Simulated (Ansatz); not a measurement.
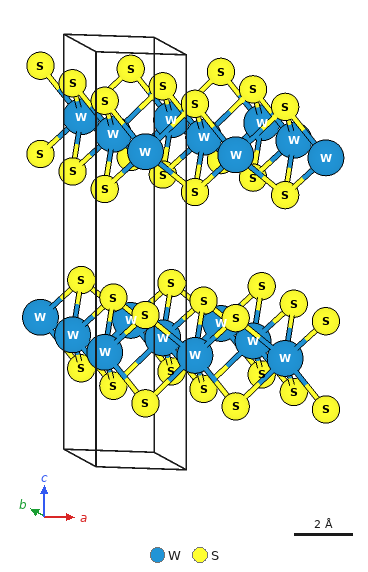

Solid WS2 (set up in P6_3/mmc), before the relaxation. The picture is a ball-and-stick view of the cell of the calculation, repeated 3 × 3 × 1 with one cell outlined, seen slightly off an axis.

These are results of Ansatz, DFT PBE, scalar-relativistic, plane waves, PAW, not measurements.

(plane-wave cutoff 420 eV; k-point mesh 12 × 12 × 2; occupations gaussian; smearing width 0.05 eV; no spin polarisation)

```
W S
1.0
     3.18778    0.00000    0.00000
    -1.59389    2.76070    0.00000
     0.00000    0.00000   14.77497
W S
2 4
Direct
  0.33333 0.66667 0.25000
  0.66667 0.33333 0.75000
  0.33333 0.66667 0.64367
  0.66667 0.33333 0.14367
  0.33333 0.66667 0.85633
  0.66667 0.33333 0.35633
```

**Where does the relaxation end?**

The largest moves relative to the cell, 0.038 Å, are those of S4 and S5. S5 goes roughly along [−3 −3 −1]. Largest moves by element: S 0.038 Å, W 0.008 Å. Cell: a = b unchanged at 3.188 Å, c 14.775 → 14.979 Å (+1.4 %), α 90.0° → 89.7°, β 90.0° → 89.5°. Volume +1.4 %. Within 0.06 Å the space group is P6_3/mmc at the start and C2/c at the end; at a tighter tolerance small leftover displacements or strains of the cell lower it.

After the run, drawn alike:

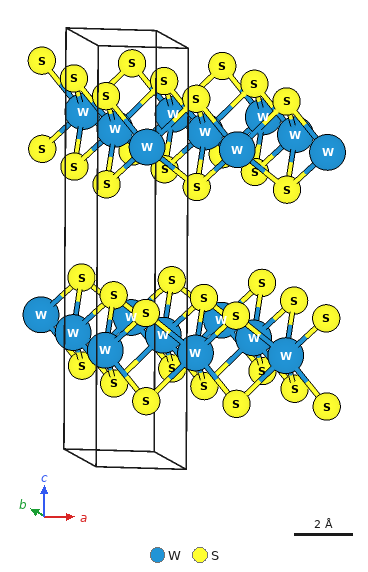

Limits of the set-up: layers or molecules are held without a dispersion correction, so their spacing is unreliable.
